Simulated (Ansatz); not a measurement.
Given this structure:

```xyz
2
Lattice="2.8856 0.0000 0.0000 0.0000 2.8856 0.0000 0.0000 0.0000 2.7522" Properties=species:S:1:pos:R:3 pbc="T T T"
Cu    0.0000    0.0000    0.0000
Cu    1.4428    1.4428    1.3761
```

Question: What does this file describe?

Answer: The element is copper. The symmetry is that of I4/mmm (No. 139), on a body-centred tetragonal lattice. The cell holds two atoms.

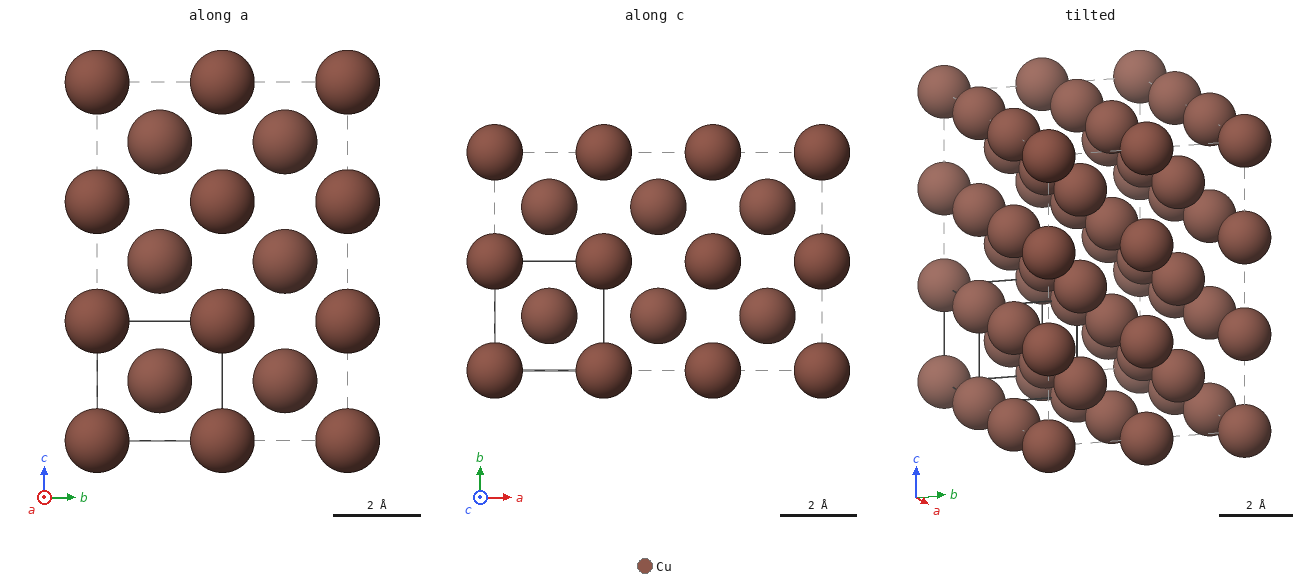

A spheres-only rendering, viewed along the a axis, along the c axis and slightly off an axis. The drawing covers 3×2×3 cells, and the solid lines enclose one conventional unit cell. Colours: copper brown.

Its origin is a structure listed in the Materials Project. Earlier steps of the study, as a rule a relaxation of our own, may have changed the cell and positions, so they can lie some per cent off the listed ones. Ansatz was used for an electronic-structure calculation on it.
